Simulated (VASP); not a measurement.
# Run report: Ge, geometry relaxation (part 3 of 3)

Ge (I4₁/amd, 2 atoms in the cell); Kohn-Sham DFT of a periodic cell, LDA, VASP PAW LDA potentials, recommended, no spin polarisation (VASP 6.6.1); cutoff 350 eV, 6×6×6 k-mesh, Gaussian smearing of 0.02 eV. The structure derives from a Materials Project entry.

Geometry of the input (Å; fractional positions):
```
-2.5745  2.5745  1.3974
2.5745  -2.5745  1.3974
2.5745  2.5745  -1.3974
Ge 0.2500  0.7500  0.5000
Ge 0.5000  0.5000  0.0000
```

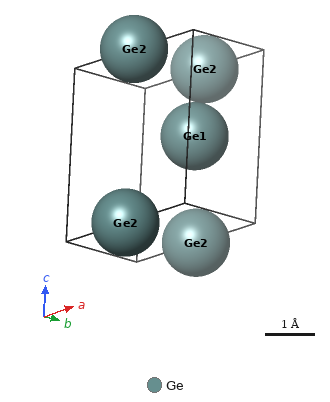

*The geometry at step 8 of the log (spheres-only view of the reduced cell, seen at an oblique angle; atoms are numbered from 1 in the order of the input).*

### Parts of OUTCAR, continued
```
 -----------------------------------------------------------------------------------
      2.44898      0.00000      0.66155        -0.000000      0.000000     -0.000000
      0.00000      0.00000      1.32310         0.000000     -0.000000      0.000000
 -----------------------------------------------------------------------------------
    total drift:                               -0.000000     -0.000000      0.000000

  FREE ENERGIE OF THE ION-ELECTRON SYSTEM (eV)
  ---------------------------------------------------
  free  energy   TOTEN  =        -9.8725251804 eV

  energy  without entropy=       -9.8721760432  energy(sigma->0) =       -9.87235061

  enthalpy is  TOTEN    =        -7.2376274722 eV   P V=        2.6348977082

[... ionic steps 4 to 13 ...]

--------------------------------------- Ionic step       14  -------------------------------------------

 number of electron      27.9999960 magnetization

------------------------ aborting loop because EDIFF is reached ----------------------------------------

  FORCE on cell =-STRESS in cart. coord.  units (eV):
  Direction    XX          YY          ZZ          XY          YZ          ZX
  --------------------------------------------------------------------------------------
  -------------------------------------------------------------------------------------
  Total        2.6124374      2.6124374      2.6180210      0.0000000      0.0000000      0.0000000
  in kB      132.7243270    132.7243270    133.0080029      0.0000000      0.0000000      0.0000000
  external PRESSURE =      -0.1811144 kB  Pullay stress =     133.0000000 kB

 VOLUME and BASIS-vectors are now :
 -----------------------------------------------------------------------------
  energy-cutoff  :      350.00
  volume of cell :       31.54
      direct lattice vectors                 reciprocal lattice vectors
    -2.465022444  2.465022444  1.297490523     0.000000000  0.202837910  0.385359269
     2.465022444 -2.465022444  1.297490523     0.202837910  0.000000000  0.385359269
     2.465022444  2.465022444 -1.297490523     0.202837910  0.202837910  0.000000000

 POSITION                                       TOTAL-FORCE (eV/Angst)
 -----------------------------------------------------------------------------------
      2.46502      0.00000      0.64875         0.000000     -0.000000     -0.000000
      0.00000      0.00000      1.29749        -0.000000      0.000000      0.000000
 -----------------------------------------------------------------------------------
    total drift:                               -0.000000     -0.000000      0.000000

  FREE ENERGIE OF THE ION-ELECTRON SYSTEM (eV)
  ---------------------------------------------------
  free  energy   TOTEN  =        -9.8619874972 eV

  energy  without entropy=       -9.8611157537  energy(sigma->0) =       -9.86155163

  enthalpy is  TOTEN    =        -7.2441239849 eV   P V=        2.6178635123

--------------------------------------- Ionic step       15  -------------------------------------------

 number of electron      27.9999960 magnetization

------------------------ aborting loop because EDIFF is reached ----------------------------------------

  FORCE on cell =-STRESS in cart. coord.  units (eV):
  Direction    XX          YY          ZZ          XY          YZ          ZX
  --------------------------------------------------------------------------------------
  -------------------------------------------------------------------------------------
  Total        2.6183984      2.6183984      2.6240945      0.0000000      0.0000000     -0.0000000
  in kB      133.0258177    133.0258177    133.3152030      0.0000000      0.0000000     -0.0000000
  external PRESSURE =       0.1222795 kB  Pullay stress =     133.0000000 kB

 VOLUME and BASIS-vectors are now :
 -----------------------------------------------------------------------------
  energy-cutoff  :      350.00
  volume of cell :       31.54
      direct lattice vectors                 reciprocal lattice vectors
    -2.464935868  2.464935868  1.297594923     0.000000000  0.202845034  0.385328265
     2.464935868 -2.464935868  1.297594923     0.202845034  0.000000000  0.385328265
     2.464935868  2.464935868 -1.297594923     0.202845034  0.202845034  0.000000000

 POSITION                                       TOTAL-FORCE (eV/Angst)
 -----------------------------------------------------------------------------------
      2.46494      0.00000      0.64880        -0.000000      0.000000      0.000000
      0.00000      0.00000      1.29759         0.000000     -0.000000     -0.000000
 -----------------------------------------------------------------------------------
    total drift:                               -0.000000     -0.000000      0.000000

  FREE ENERGIE OF THE ION-ELECTRON SYSTEM (eV)
  ---------------------------------------------------
  free  energy   TOTEN  =        -9.8620147420 eV

  energy  without entropy=       -9.8611341259  energy(sigma->0) =       -9.86157443

  enthalpy is  TOTEN    =        -7.2441244873 eV   P V=        2.6178902548

--------------------------------------- Ionic step       16  -------------------------------------------

 number of electron      27.9999960 magnetization

 Free energy of the ion-electron system (eV)
  ---------------------------------------------------
  ext. energy  EPLUGINS =         0.00000000
  ---------------------------------------------------
  free energy    TOTEN  =        -9.86202778 eV

  energy without entropy =       -9.86114264  energy(sigma->0) =       -9.86158521

 E-fermi :   8.5710     XC(G=0): -12.4553     alpha+bet :-14.8256

 val. band max:        8.5452933579   @ k =  -0.1667   0.3333   0.1667
 cond. band min:       8.5748792305   @ k =   0.3333   0.1667   0.0000
 fundamental gap:      0.0295858726
 Fermi energy:         8.5710117271

 k-point     1 :       0.0000    0.0000    0.0000
  band No.  band energies     occupation
      1     -16.6023      2.00000
      2     -16.5655      2.00000
      3     -16.5254      2.00000
      4     -16.5000      2.00000
      5     -16.3127      2.00000
      6     -16.3127      2.00000
      7     -16.3059      2.00000
      8     -16.3059      2.00000
      9     -16.2273      2.00000
     10     -16.1339      2.00000
     11      -6.3632      2.00000
     12       4.4185      2.00000
     13       5.4494      2.00000
     14       5.4494      2.00000
     15      11.3070      0.00000
     16      16.7335      0.00000
     17      16.7335      0.00000
     18      18.4612      0.00000

 k-point     2 :       0.1667    0.0000   -0.0000
  band No.  band energies     occupation
      1     -16.5854      2.00000
      2     -16.5018      2.00000
      3     -16.4773      2.00000
      4     -16.4495      2.00000
      5     -16.3587      2.00000
      6     -16.3461      2.00000
      7     -16.3208      2.00000
      8     -16.3187      2.00000
      9     -16.2364      2.00000
     10     -16.1504      2.00000
     11      -5.5700      2.00000
     12       3.5476      2.00000
     13       5.5252      2.00000
     14       7.7942      2.00000
     15      12.7001      0.00000
     16      13.3615      0.00000
     17      14.1692      0.00000
     18      15.3503      0.00000

 k-point     3 :       0.3333   -0.0000    0.0000
  band No.  band energies     occupation
      1     -16.5495      2.00000
      2     -16.4545      2.00000
      3     -16.4387      2.00000
      4     -16.4244      2.00000
      5     -16.4033      2.00000
      6     -16.3622      2.00000
      7     -16.3097      2.00000
      8     -16.2624      2.00000
      9     -16.2596      2.00000
     10     -16.1824      2.00000
     11      -3.1865      2.00000
     12       3.6908      2.00000
     13       6.1543      2.00000
     14       6.7004      2.00000
     15       9.3619      0.00000
     16      11.9675      0.00000
     17      12.8367      0.00000
     18      13.4705      0.00000

 k-point     4 :       0.5000    0.0000   -0.0000
  band No.  band energies     occupation
      1     -16.5349      2.00000
      2     -16.4816      2.00000
      3     -16.4784      2.00000
      4     -16.4215      2.00000
      5     -16.3857      2.00000
      6     -16.3786      2.00000
      7     -16.2781      2.00000
      8     -16.2365      2.00000
      9     -16.2236      2.00000
     10     -16.1789      2.00000
     11       0.2088      2.00000
     12       1.3912      2.00000
     13       5.8959      2.00000
     14       6.0240      2.00000
     15       6.9541      2.00000
     16      10.8087      0.00000
     17      12.5142      0.00000
     18      14.7714      0.00000

 k-point     5 :       0.1667    0.1667   -0.0000
  band No.  band energies     occupation
      1     -16.5608      2.00000
      2     -16.4544      2.00000
      3     -16.4455      2.00000
      4     -16.4027      2.00000
      5     -16.3853      2.00000
      6     -16.3788      2.00000
      7     -16.3412      2.00000
      8     -16.2624      2.00000
      9     -16.2505      2.00000
     10     -16.1666      2.00000
     11      -3.5243      2.00000
     12       4.1746      2.00000
     13       7.2075      2.00000
     14       8.0068      2.00000
     15       9.0389      0.00000
     16       9.4550      0.00000
     17      13.3625      0.00000
     18      13.5241      0.00000

 [... the levels of 18 k-points are left out ...]

 k-point    24 :      -0.1667   -0.3333    0.1667
  band No.  band energies     occupation
      1     -16.5392      2.00000
      2     -16.4740      2.00000
      3     -16.4533      2.00000
      4     -16.4051      2.00000
      5     -16.4027      2.00000
      6     -16.3837      2.00000
      7     -16.3255      2.00000
      8     -16.2612      2.00000
      9     -16.1848      2.00000
     10     -16.1711      2.00000
     11      -0.6513      2.00000
     12       3.4638      2.00000
     13       4.6712      2.00000
     14       6.6647      2.00000
     15       7.4796      2.00000
     16       9.2871      0.00000
     17      12.0180      0.00000
     18      13.6674      0.00000

 [... further k-points ...]

------------------------ aborting loop because EDIFF is reached ----------------------------------------

  FORCE on cell =-STRESS in cart. coord.  units (eV):
  Direction    XX          YY          ZZ          XY          YZ          ZX
  --------------------------------------------------------------------------------------
  -------------------------------------------------------------------------------------
  Total        2.6189159      2.6189159      2.6206258      0.0000000      0.0000000      0.0000000
  in kB      133.0514513    133.0514513    133.1383202      0.0000000      0.0000000      0.0000000
  external PRESSURE =       0.0804076 kB  Pullay stress =     133.0000000 kB

 VOLUME and BASIS-vectors are now :
 -----------------------------------------------------------------------------
  energy-cutoff  :      350.00
  volume of cell :       31.54
      direct lattice vectors                 reciprocal lattice vectors
    -2.464893914  2.464893914  1.297645515     0.000000000  0.202848487  0.385313242
     2.464893914 -2.464893914  1.297645515     0.202848487  0.000000000  0.385313242
     2.464893914  2.464893914 -1.297645515     0.202848487  0.202848487  0.000000000

 POSITION                                       TOTAL-FORCE (eV/Angst)
 -----------------------------------------------------------------------------------
      2.46489      0.00000      0.64882         0.000000     -0.000000     -0.000000
      0.00000      0.00000      1.29765        -0.000000      0.000000      0.000000
 -----------------------------------------------------------------------------------
    total drift:                               -0.000000     -0.000000      0.000000

  FREE ENERGIE OF THE ION-ELECTRON SYSTEM (eV)
  ---------------------------------------------------
  free  energy   TOTEN  =        -9.8620277756 eV

  energy  without entropy=       -9.8611426434  energy(sigma->0) =       -9.86158521

  enthalpy is  TOTEN    =        -7.2441245700 eV   P V=        2.6179032056

 reached required accuracy - stopping structural energy minimisation
```

### CONTCAR
```
Ge
   1.00000000000000
    -2.4648939138101134    2.4648939138101134    1.2976455149981851
     2.4648939138101134   -2.4648939138101134    1.2976455149981851
     2.4648939138101134    2.4648939138101134   -1.2976455149981851
  Ge
     2
Direct
     0.2500000000000000    0.7500000000000000    0.5000000000000000
     0.5000000000000000    0.5000000000000000    0.0000000000000000

  0.00000000E+00  0.00000000E+00  0.00000000E+00
  0.00000000E+00  0.00000000E+00  0.00000000E+00
```

### Trajectory as extended XYZ (Å, eV, eV/Å), 16 frames, from step=0 to step=15
```
2
Lattice="-2.5745 2.5745 1.3974 2.5745 -2.5745 1.3974 2.5745 2.5745 -1.3974" Properties=species:S:1:pos:R:3:forces:R:3 step=0 energy=-10.00740
Ge    2.5745    0.0000    0.6987    0.0000   0.0000   0.0000
Ge    0.0000    0.0000    1.3974    0.0000   0.0000   0.0000
2
Lattice="-2.3514 2.3514 1.2653 2.3514 -2.3514 1.2653 2.3514 2.3514 -1.2653" Properties=species:S:1:pos:R:3:forces:R:3 step=1 energy=-9.32938
Ge    2.3514    0.0000    0.6326    0.0000   0.0000   0.0000
Ge    0.0000    0.0000    1.2653    0.0000   0.0000   0.0000
2
Lattice="-2.4490 2.4490 1.3231 2.4490 -2.4490 1.3231 2.4490 2.4490 -1.3231" Properties=species:S:1:pos:R:3:forces:R:3 step=2 energy=-9.87253
Ge    2.4490    0.0000    0.6615    0.0000   0.0000   0.0000
Ge    0.0000    0.0000    1.3231    0.0000   0.0000   0.0000
2
Lattice="-2.4413 2.4413 1.3186 2.4413 -2.4413 1.3186 2.4413 2.4413 -1.3186" Properties=species:S:1:pos:R:3:forces:R:3 step=3 energy=-9.84673
Ge    2.4413    0.0000    0.6593    0.0000   0.0000   0.0000
Ge    0.0000    0.0000    1.3186    0.0000   0.0000   0.0000
2
Lattice="-2.4441 2.4441 1.3202 2.4441 -2.4441 1.3202 2.4441 2.4441 -1.3202" Properties=species:S:1:pos:R:3:forces:R:3 step=4 energy=-9.85619
Ge    2.4441    0.0000    0.6601    0.0000   0.0000   0.0000
Ge    0.0000    0.0000    1.3202    0.0000   0.0000   0.0000
2
Lattice="-2.4615 2.4615 1.2964 2.4615 -2.4615 1.2964 2.4615 2.4615 -1.2964" Properties=species:S:1:pos:R:3:forces:R:3 step=5 energy=-9.85214
Ge    2.4615    0.0000    0.6482    0.0000   0.0000   0.0000
Ge    0.0000    0.0000    1.2964    0.0000   0.0000   0.0000
2
Lattice="-2.4617 2.4617 1.2962 2.4617 -2.4617 1.2962 2.4617 2.4617 -1.2962" Properties=species:S:1:pos:R:3:forces:R:3 step=6 energy=-9.85205
Ge    2.4617    0.0000    0.6481    0.0000   0.0000   0.0000
Ge    0.0000    0.0000    1.2962    0.0000   0.0000   0.0000
2
Lattice="-2.4675 2.4675 1.2992 2.4675 -2.4675 1.2992 2.4675 2.4675 -1.2992" Properties=species:S:1:pos:R:3:forces:R:3 step=7 energy=-9.87061
Ge    2.4675    0.0000    0.6496    0.0000   0.0000   0.0000
Ge    0.0000    0.0000    1.2992    0.0000   0.0000   0.0000
2
Lattice="-2.4649 2.4649 1.2979 2.4649 -2.4649 1.2979 2.4649 2.4649 -1.2979" Properties=species:S:1:pos:R:3:forces:R:3 step=8 energy=-9.86251
Ge    2.4649    0.0000    0.6489    0.0000   0.0000   0.0000
Ge    0.0000    0.0000    1.2979    0.0000   0.0000   0.0000
2
Lattice="-2.4647 2.4647 1.2978 2.4647 -2.4647 1.2978 2.4647 2.4647 -1.2978" Properties=species:S:1:pos:R:3:forces:R:3 step=9 energy=-9.86184
Ge    2.4647    0.0000    0.6489    0.0000   0.0000   0.0000
Ge    0.0000    0.0000    1.2978    0.0000   0.0000   0.0000
2
Lattice="-2.4648 2.4648 1.2979 2.4648 -2.4648 1.2979 2.4648 2.4648 -1.2979" Properties=species:S:1:pos:R:3:forces:R:3 step=10 energy=-9.86231
Ge    2.4648    0.0000    0.6489    0.0000   0.0000   0.0000
Ge    0.0000    0.0000    1.2979    0.0000   0.0000   0.0000
2
Lattice="-2.4648 2.4648 1.2978 2.4648 -2.4648 1.2978 2.4648 2.4648 -1.2978" Properties=species:S:1:pos:R:3:forces:R:3 step=11 energy=-9.86207
Ge    2.4648    0.0000    0.6489    0.0000   0.0000   0.0000
Ge    0.0000    0.0000    1.2978    0.0000   0.0000   0.0000
2
Lattice="-2.4649 2.4649 1.2977 2.4649 -2.4649 1.2977 2.4649 2.4649 -1.2977" Properties=species:S:1:pos:R:3:forces:R:3 step=12 energy=-9.86204
Ge    2.4649    0.0000    0.6488    0.0000   0.0000   0.0000
Ge    0.0000    0.0000    1.2977    0.0000   0.0000   0.0000
2
Lattice="-2.4650 2.4650 1.2975 2.4650 -2.4650 1.2975 2.4650 2.4650 -1.2975" Properties=species:S:1:pos:R:3:forces:R:3 step=13 energy=-9.86199
Ge    2.4650    0.0000    0.6487    0.0000   0.0000   0.0000
Ge    0.0000    0.0000    1.2975    0.0000   0.0000   0.0000
2
Lattice="-2.4649 2.4649 1.2976 2.4649 -2.4649 1.2976 2.4649 2.4649 -1.2976" Properties=species:S:1:pos:R:3:forces:R:3 step=14 energy=-9.86202
Ge    2.4649    0.0000    0.6488    0.0000   0.0000   0.0000
Ge    0.0000    0.0000    1.2976    0.0000   0.0000   0.0000
2
Lattice="-2.4649 2.4649 1.2976 2.4649 -2.4649 1.2976 2.4649 2.4649 -1.2976" Properties=species:S:1:pos:R:3:forces:R:3 step=15 energy=-9.86203
Ge    2.4649    0.0000    0.6488    0.0000   0.0000   0.0000
Ge    0.0000    0.0000    1.2976    0.0000   0.0000   0.0000
```

### Key numbers

```json
{"quantity": "outcome", "value": "converged"}
{"quantity": "space group (tolerance 0.01 Å)", "value": "I4₁/amd (141)"}
{"quantity": "electrons treated", "value": "28"}
{"quantity": "free energy", "value": "−9.8620 eV"}
{"quantity": "gap on the k-point mesh", "value": "none (metallic)"}
{"quantity": "pressure", "value": "13.31 GPa"}
{"quantity": "final volume", "value": "31.54 Å³"}
{"quantity": "largest force (length of the vector) at the end", "value": "under 0.001 eV/Å"}
{"quantity": "final cell", "value": "a = 3.720 Å, b = 3.720 Å, c = 3.720 Å, α = 96.99°, β = 96.99°, γ = 139.16°"}
{"quantity": "hardware", "value": "1 thread of Intel Xeon @ 2.50GHz (Skylake/Cascade Lake), 64 GiB of memory available, shared host"}
{"quantity": "wall time", "value": "73 s"}
{"quantity": "peak memory", "value": "0.13 GiB"}
```

The cell was relaxed to the target pressure of the input; what is minimised is then the enthalpy E + pV. The volume changed by more than 5 % on the plane waves of the start, so the result carries a basis error; a second relaxation from the end is advised.
